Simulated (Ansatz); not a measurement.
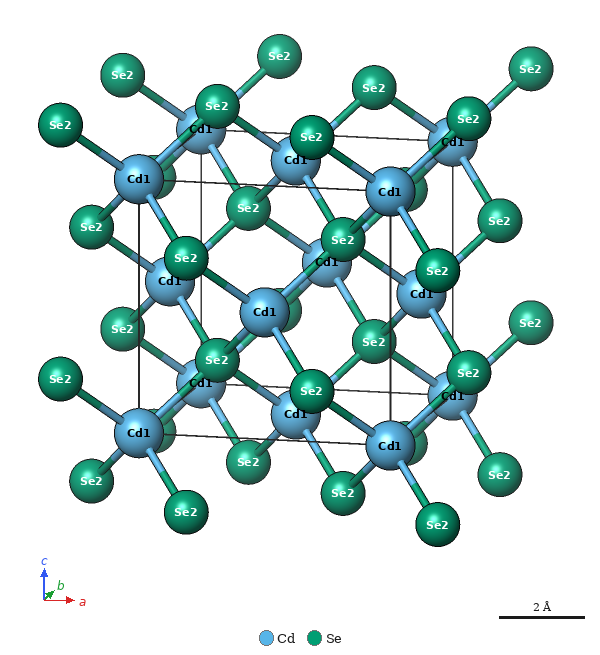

This is crystalline CdSe (built on the database structure type) at its r2SCAN-relaxed geometry. The picture is a ball-and-stick view of the conventional cell (4 times the calculation's cell), seen slightly off an axis. Lengths and directions refer to the drawn axes.

Level of theory: Ansatz, DFT, PBE, plane waves, PAW. (plane-wave cutoff 420 eV; k-point mesh 8 × 8 × 8; occupations fermi dirac; smearing width 0.02 eV; no spin polarisation)

Now this is done to it. The cell is strained by +3.3 % along a and none across it (volume +3.3 %). The atoms were relaxed with r2SCAN under that strain, and this is a single point on that geometry.

Q: Predict the response.

A: It lowers the energy by 2.4 meV per atom. Pressure: 1.4 GPa before, −0.2 GPa after. The principal stresses (compression positive) are −0.6 GPa along a and none across it. All forces vanish by symmetry. The band gap: 0.56 eV before, 0.45 eV after. Some distances before and after: Cd–Se 2.657 → 2.687 Å. The space group (tolerance 0.01 Å) goes from F-43m (No. 216) to I-4m2 (No. 119).

The changed structure in the same view:

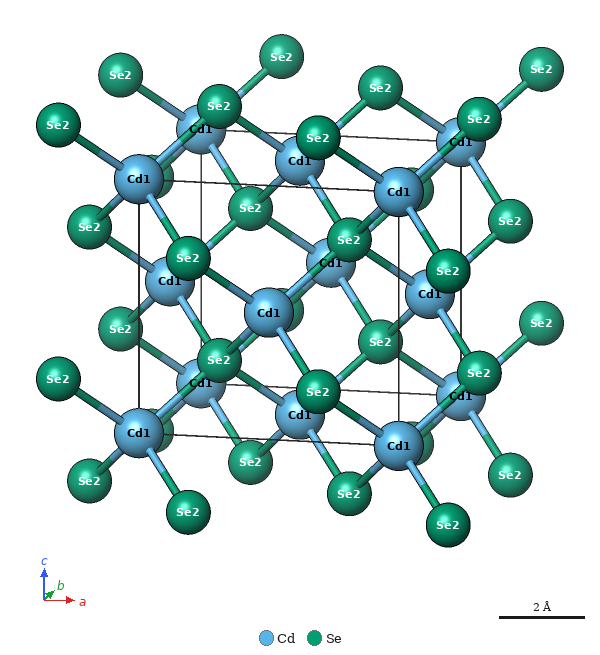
